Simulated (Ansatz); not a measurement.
Input file:

```
crystal:
  lattice:
    - [5.1790352584, 0.0, 0.0]
    - [0.0, 5.1790352584, 0.0]
    - [0.0, 0.0, 5.1790352584]
  atoms:
    - { symbol: Se, position: [0.0, 0.0, 0.0] }
    - { symbol: Se, position: [0.5, 0.0, 0.0] }
    - { symbol: Se, position: [0.0, 0.5, 0.0] }
    - { symbol: Se, position: [0.0, 0.0, 0.5] }
basis:
  ecutwfc: 420
kpoints:
  mp_grid: { grid: [10, 10, 10] }
hamiltonian:
  xc: pbe
scf:
  occupations: { method: gaussian, width: 0.1 }
output:
  forces: true
  stress: true
  eigenvalues: true
  write_density: true
  write_potential: true
  elf: true
  volumetric_format: npy
relax:
  adjacent_minimum: "off"
  f_tol: 0.01
  max_steps: 80
  cell: { stress_tol: 0.05 }
```

Run with:

```sh
ansatz run input.yaml --threads 1 --pin off --max-ram 2560MiB --backend cpu --events-out ev --progress --plain --runs-dir out
```

Below, planes, directions and counts refer to the conventional cell (a = 5.14 Å, b = 5.14 Å, c = 5.14 Å, α = 90.00°, β = 90.00°, γ = 90.00°).

The fields are those of the relaxed geometry.

Space group Pm-3m; a structure generated by program, which may or may not match a known phase.

The calculation used Ansatz, DFT PBE, scalar-relativistic, plane waves, PAW.

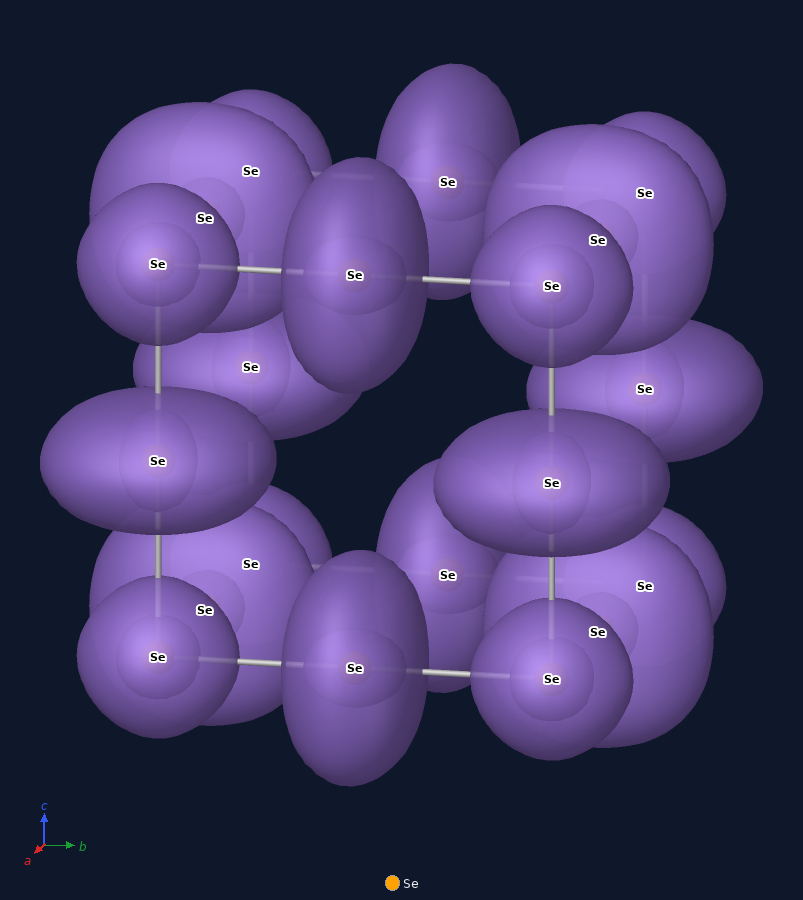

Se. Isosurface of the electron localisation function at 0.65 (purple), seen slightly off an axis. Only the valence region is drawn (cores and ρ < 0.01 e/Å³ removed). Sticks mark near contacts.

In a PAW calculation such maps are meaningful between the atoms, not at the nuclei.

**Identify the bonds, lone pairs and shells in this picture.**

At this value the surface marks out four regions wrapped around Se (the valence shell of each), counted in one cell of 4 atoms. Any copies at cell faces, edges or corners count once.

Values along the shortest contacts:
Se–Se (2.57 Å): the ELF is about 0.55 at the midpoint.
